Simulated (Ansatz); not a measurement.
**What a change does: band-structure calculation on WSe2**

System: WSe2 (6 atoms in the cell).
Method of run A: DFT, PBE, plane waves, PAW, no spin polarisation (Ansatz 0.2.0).

The structure derives from a Materials Project entry. The geometry comes from this level: r2scan-rvv10. Text and figures count atoms from 1; the logs count them from 0 in places.

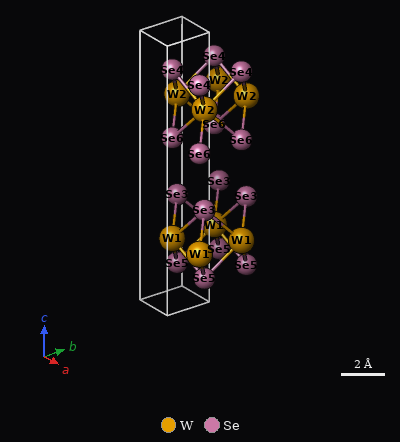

Fig. 1: The input geometry (ball-and-stick view of the cell of the calculation, repeated 2 × 2 × 1, seen slightly off an axis; atoms are numbered from 1 in the order of the input). Near neighbours in the crystal (not all of them lie inside the picture): W has 6 Se at 2.53 Å; Se has 3 W at 2.53 Å.

### Input file, run A
```yaml
crystal:
  lattice:
    - [3.2997380709, 0.0, 0.0]
    - [-1.6498690355, 2.8576569952, 0.0]
    - [0.0, 0.0, 13.1496949692]
  atoms:
    - { symbol: W, position: [0.6666666667, 0.3333333333, 0.2500115869] }
    - { symbol: W, position: [0.3333333333, 0.6666666667, 0.7499884131] }
    - { symbol: Se, position: [0.3333333333, 0.6666666667, 0.376665911] }
    - { symbol: Se, position: [0.6666666667, 0.3333333333, 0.8766428987] }
    - { symbol: Se, position: [0.3333333333, 0.6666666667, 0.1233571013] }
    - { symbol: Se, position: [0.6666666667, 0.3333333333, 0.623334089] }
kpoints:
  mp_grid: { grid: [12, 12, 2] }
  band_path:
    path:
      - [0.0, 0.0, 0.0]
      - [0.5, 0.0, 0.0]
      - [0.3333333333, 0.3333333333, 0.0]
      - [0.0, 0.0, 0.5]
      - [0.5, 0.0, 0.5]
      - [0.3333333333, 0.3333333333, 0.5]
      - [0.179687, 0.179688, 0.0]
    npoints: 1
hamiltonian:
  xc: pbe
scf:
  occupations: { method: fixed }
  n_extra_bands: 5
output:
  forces: true
  stress: true
  eigenvalues: true
```

Launched with:
```bash
ansatz run input.yaml --threads 2 --pin off --max-ram 3686MiB --backend cpu --events-out ev --progress --plain --runs-dir out
```

Hardware: 2 threads of Intel Xeon (Sapphire Rapids), 64 GiB of memory available, shared host.

### Output, shortened to warnings, some set-up lines, iterations and results (run A)
```
Basis set: ecut = 420 eV, 2479 PW (Γ), exchange–correlation on 48×48×180 points (8 copies of the dense FFT grid, shifted against one another)
Symmetry: 12 space group operations
k-points: 38 of 288
Initial density: superposition of atomic densities (neutral atoms: chi_scale 0, normalization atom), corrected by the library's trained network
[...]
SCF iter   1: F=—  HF=-42649.228913 eV  |F-HF|=—  |Δ(HF+E_count)|=         —  Δρ=4.27e-3  dr2=5.38e-3  ethr=1.77e-3  ⟨swp⟩=4.9  Hψ=6253  notcnv=0  defer=99
SCF iter   2: F=—  HF=-42649.237589 eV  |F-HF|=—  |Δ(HF+E_count)|=   8.68e-3  Δρ=2.49e-3  dr2=1.84e-3  ethr=5.84e-6  ⟨swp⟩=2.0  Hψ=3515  notcnv=0  defer=112
SCF iter   3: F=—  HF=-42649.241926 eV  |F-HF|=—  |Δ(HF+E_count)|=   4.34e-3  Δρ=1.57e-4  dr2=2.85e-5  ethr=2.00e-6  ⟨swp⟩=2.0  Hψ=2666  notcnv=0  defer=112
SCF iter   4: F=—  HF=-42649.241895 eV  |F-HF|=—  |Δ(HF+E_count)|=   3.15e-5  Δρ=7.16e-5  dr2=3.90e-6  ethr=3.10e-8  ⟨swp⟩=2.0  Hψ=3576  notcnv=0  defer=34
SCF iter   5: F=—  HF=-42649.241903 eV  |F-HF|=—  |Δ(HF+E_count)|=   8.02e-6  Δρ=2.23e-5  dr2=7.81e-7  ethr=4.24e-9  ⟨swp⟩=2.0  Hψ=2582  notcnv=0  defer=34
SCF iter   6: F=—  HF=-42649.241904 eV  |F-HF|=—  |Δ(HF+E_count)|=   8.01e-7  Δρ=9.18e-6  dr2=3.75e-7  ethr=8.49e-10  ⟨swp⟩=2.0  Hψ=3411  notcnv=0  defer=34
SCF iter   7: F=-42649.241904 eV  HF=-42649.241904 eV  |F-HF|=1.99e-9  |Δ(HF+E_count)|=   3.78e-8  Δρ=4.36e-6  dr2=4.05e-8  ethr=1.09e-10  ⟨swp⟩=8.6  Hψ=9282  notcnv=0
SCF 1 converged in 7 iterations: F = -42649.241904 eV  dr2 = 4.05e-8
NSCF: frozen V_eff on 7 k-points
SCF converged after 7 iterations
Free energy (F): -42649.241904 eV
Harris-Foulkes:  -42649.241904 eV  (|F-HF|=1.99e-9)
Internal energy: -42649.241904 eV  (E = F + TS)
E sigma→0 (E₀):  -42649.241904 eV
Fermi energy:    12.591238 eV
--- Per-component energies (eV) ---
  E_band       = -1714.854472
  E_kinetic    = 1379.253400
  E_local      = -11759.766103  (includes V_loc(G=0)·N_el)
  E_nonlocal   = -2379.715418
  E_hartree    = 5647.439096
  E_xc         = -953.090560
  E_vxc        = -873.605523  (∫ρ·V_xc dr)
  E_paw        = -24771.121405  (= ΣΔE_a)
  E_vpaw       = 624.111285  (= ΣTr[D̂ρ^β])
  E_aug_tail   = -0.002488  (compensation charges beyond the density's cutoff)
  E_ewald      = -9812.238427
  E_smearing   = -0.000000  (= −TS)
  E_closure    = -0.000000  (closes the sum)
  Σ components = -42649.241904   (vs F -42649.241904, Δ=0.00e0)
--- Forces (eV/Å), atoms counted from 1 ---
  atom   1  W     -0.00000000     0.00000000    -0.00009022
  atom   2  W      0.00000000    -0.00000000     0.00009022
  atom   3  Se     0.00000000    -0.00000000     0.27559473
  atom   4  Se     0.00000000    -0.00000000     0.27573575
  atom   5  Se    -0.00000000     0.00000000    -0.27573575
  atom   6  Se    -0.00000000     0.00000000    -0.27559473
  max |Σ_I F_I| component: 1.11e-16 eV/Å
--- Stress (GPa, compression-positive) ---
        2.808448       0.000000      -0.000000
        0.000000       2.808448       0.000000
       -0.000000       0.000000       4.418686
  P = ⅓ Tr σ = 3.3452 GPa (33.452 kbar)
```

The input of run B differs as follows (lines with − go, lines with + come):
```diff
-  xc: pbe
+  xc: r2scan
```

What does this change do to the results?

The total energies belong to different methods, so their difference says nothing on which is more stable or more accurate. The gap on the mesh goes from 1.04 to 1.17 eV. The pressure goes from 3.35 to 1.31 GPa. The largest force goes from 0.276 to 0.038 eV/Å. The functional changes from PBE to r2SCAN. The SCF takes 8 iterations against 7. The default cutoff goes from 420 to 500 eV with the change. The plane waves at Γ go from 2479 to 3107. On the same kind of shared host run B took about 2.8 times as long.

### Output, shortened to warnings, some set-up lines, iterations and results (run B)
```
Basis set: ecut = 500 eV, 3107 PW (Γ), exchange–correlation on 100×100×384 points (64 copies of the dense FFT grid, shifted against one another)
Symmetry: 12 space group operations
k-points: 38 of 288
Initial density: superposition of atomic densities (neutral atoms: chi_scale 0, normalization atom), corrected by the library's trained network
[...]
SCF iter   1: F=—  HF=-42710.622968 eV  |F-HF|=—  |Δ(HF+E_count)|=         —  Δρ=5.77e-3  dr2=3.55e-2  dr2_τ=8.74e-2  ethr=1.77e-3  ⟨swp⟩=4.9  Hψ=6215  notcnv=0  defer=92
SCF iter   2: F=—  HF=-42710.745568 eV  |F-HF|=—  |Δ(HF+E_count)|=   1.23e-1  Δρ=3.80e-3  dr2=9.28e-3  dr2_τ=1.20e-3  ethr=3.86e-5  ⟨swp⟩=2.9  Hψ=4177  notcnv=0  defer=108
SCF iter   3: F=—  HF=-42710.753751 eV  |F-HF|=—  |Δ(HF+E_count)|=   8.18e-3  Δρ=1.48e-3  dr2=1.57e-3  dr2_τ=1.08e-4  ethr=1.01e-5  ⟨swp⟩=2.0  Hψ=2514  notcnv=0  defer=112
SCF iter   4: F=—  HF=-42710.755161 eV  |F-HF|=—  |Δ(HF+E_count)|=   1.41e-3  Δρ=1.78e-4  dr2=2.94e-5  dr2_τ=3.33e-6  ethr=1.71e-6  ⟨swp⟩=2.0  Hψ=2894  notcnv=0  defer=112
SCF iter   5: F=—  HF=-42710.755171 eV  |F-HF|=—  |Δ(HF+E_count)|=   1.09e-5  Δρ=5.95e-5  dr2=6.84e-6  dr2_τ=3.91e-7  ethr=3.20e-8  ⟨swp⟩=2.0  Hψ=3576  notcnv=0  defer=44
SCF iter   6: F=—  HF=-42710.755174 eV  |F-HF|=—  |Δ(HF+E_count)|=   2.72e-6  Δρ=1.78e-5  dr2=5.36e-7  dr2_τ=2.50e-8  ethr=7.44e-9  ⟨swp⟩=2.0  Hψ=3576  notcnv=0  defer=45
SCF iter   7: F=—  HF=-42710.755174 eV  |F-HF|=—  |Δ(HF+E_count)|=   2.38e-7  Δρ=1.02e-5  dr2=3.56e-7  dr2_τ=2.44e-8  ethr=1.09e-10  ⟨swp⟩=10.8  Hψ=8403  notcnv=0
SCF iter   8: F=-42710.755174 eV  HF=-42710.755174 eV  |F-HF|=3.54e-9  |Δ(HF+E_count)|=   1.16e-8  Δρ=1.95e-6  dr2=4.88e-9  dr2_τ=2.78e-10  ethr=1.09e-10  ⟨swp⟩=3.0  Hψ=6733  …
SCF 1 converged in 8 iterations: F = -42710.755174 eV  dr2 = 4.88e-9
NSCF: frozen V_eff on 7 k-points
SCF converged after 8 iterations
Free energy (F): -42710.755174 eV
Harris-Foulkes:  -42710.755174 eV  (|F-HF|=3.54e-9)
Internal energy: -42710.755174 eV  (E = F + TS)
E sigma→0 (E₀):  -42710.755174 eV
Fermi energy:    12.421620 eV
--- Per-component energies (eV) ---
  E_band       = -1799.032404
  E_kinetic    = 1381.151254
  E_local      = -11763.361054  (includes V_loc(G=0)·N_el)
  E_nonlocal   = -2376.541147
  E_hartree    = 5649.228802
  E_xc         = -893.311013
  E_vxc        = -945.486656  (∫ρ·V_xc dr)
  E_paw        = -24887.447661  (= ΣΔE_a)
  E_vpaw       = 559.231380  (= ΣTr[D̂ρ^β])
  E_aug_tail   = -0.000950  (compensation charges beyond the density's cutoff)
  E_vtau       = 47.512830  (kinetic-family band-sum trace: ∫τ·v_τ [+ j·A + Jᵃ·Aᵃ] dr)
  E_ewald      = -9812.238427
  E_core_change = -8.234979  (= ΣΔE_core)
  E_smearing   = -0.000000  (= −TS)
  E_closure    = 0.000000  (closes the sum)
  Σ components = -42710.755174   (vs F -42710.755174, Δ=0.00e0)
--- Forces (eV/Å), atoms counted from 1 ---
  atom   1  W     -0.00000000     0.00000000    -0.00008884
  atom   2  W      0.00000000    -0.00000000     0.00008884
  atom   3  Se     0.00000000    -0.00000000    -0.03844924
  atom   4  Se     0.00000000     0.00000000    -0.03825660
  atom   5  Se    -0.00000000    -0.00000000     0.03825660
  atom   6  Se    -0.00000000     0.00000000     0.03844924
  max |Σ_I F_I| component: 1.27e-17 eV/Å
--- Stress (GPa, compression-positive) ---
        1.361859       0.000000      -0.000000
        0.000000       1.361859       0.000000
       -0.000000       0.000000       1.203370
  P = ⅓ Tr σ = 1.3090 GPa (13.090 kbar)
```

### The two runs side by side

| quantity | run A | run B |
| --- | --- | --- |
| outcome | converged | converged |
| free energy per atom (eV) | −7108.2070 | −7118.4592 |
| gap on the mesh (eV) | 1.04 | 1.17 |
| pressure (GPa) | 3.35 | 1.31 |
| largest force (eV/Å) | 0.276 | 0.038 |
| SCF iterations | 7 | 8 |
| irreducible k-points | 38 | 38 |
| plane waves at Γ | 2479 | 3107 |
| wall time (shared host) | 6 s | 17 s |

For both runs: Spin–orbit coupling is left out, which matters for W.
